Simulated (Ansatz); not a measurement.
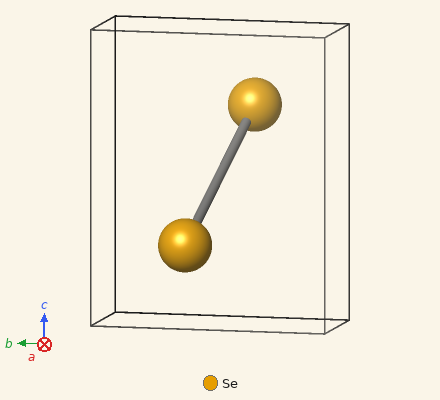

The structure; the drawing may span several cells.

Given this structure, the geometry relaxed with Ansatz, DFT, RPBE, plane waves (420 eV) with PAW, scalar-relativistic; the starting structure was generated, so it need not be a known form of this composition, written in its standard cell:

```yaml
crystal:
  lattice:
    - [3.71638, 0.00000, 0.00000]
    - [-1.85819, 3.21848, 0.00000]
    - [0.00000, 0.00000, 3.85948]
  atoms:
    - { symbol: Se, position: [0.33333, 0.66667, 0.25000] }
    - { symbol: Se, position: [0.66667, 0.33333, 0.75000] }
```

What does the kinematic electron diffraction pattern along [210] look like at 80 kV (B = 0.8 Å²)?

The spots form a rectangular net whose two shortest vectors correspond to d = 1.93 Å and 1.86 Å, 90.0° apart. They are 0 0 2 and 1 -2 0. The pattern has symmetry 2mm (to the eye close to 4mm). A glide plane extinguishes reflections such as 1 -2 -1, 1 -2 1, 1 -2 -3; a screw axis and a glide plane both extinguish reflections such as 0 0 1, 0 0 3, 0 0 5.

Strongest reflections with d > 0.80 Å, one of each family (|F|² from tabulated Gaussian fits of the electron scattering factors, times a small damping for the curvature of the Ewald sphere):

```tsv
hkl	d (Å)	I (strongest = 100)
0 0 2	1.930	100
1 -2 0	1.858	92
1 -2 2	1.339	39
0 0 4	0.965	14
2 -4 0	0.929	12
1 -2 4	0.856	9
```

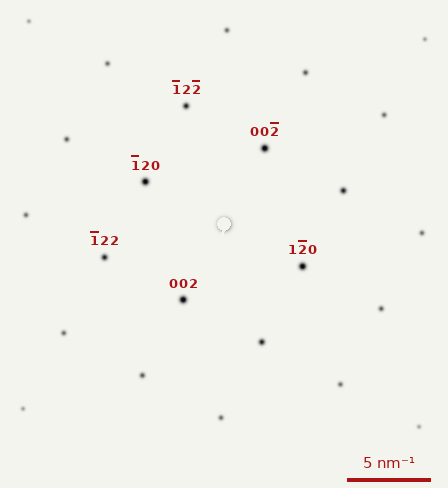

Calculated pattern, seen from the source side with [210] pointing towards the source.
